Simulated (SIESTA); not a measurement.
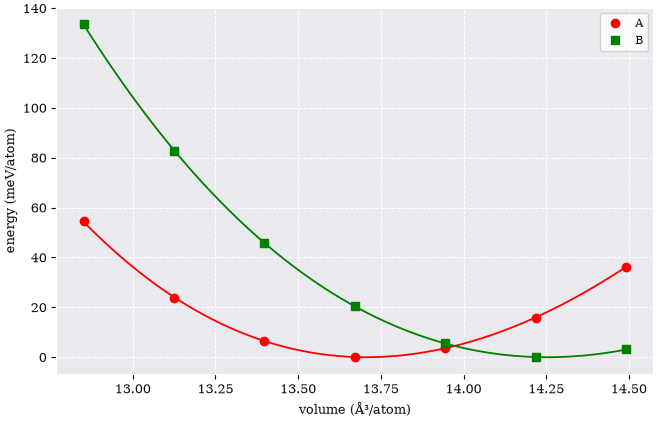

The figure shows the energy against volume, with one curve for each functional, for Rh (space group Fm-3m). The labels are replaced by letters. In alphabetical order the cases are: PBE; PBEsol.

How it was computed, with SIESTA 5.4.2: DFT in numerical atomic orbitals with pseudopotentials, no spin polarisation; energies at scaled volumes of the given cell, shape and fractions fixed, counted from the fit's minimum, third-order Birch-Murnaghan fit. All runs: no spin polarisation.

- k mesh: 12×12×12
- occupations: Fermi–Dirac
- smearing width: 0.05 eV
- potentials: PseudoDojo 0.4 standard, converted to PSML, two zetas on semicore shells

> Which letter stands for which functional?

A: PBEsol; B: PBE.

Keep in mind: mulliken charges of long orbitals.
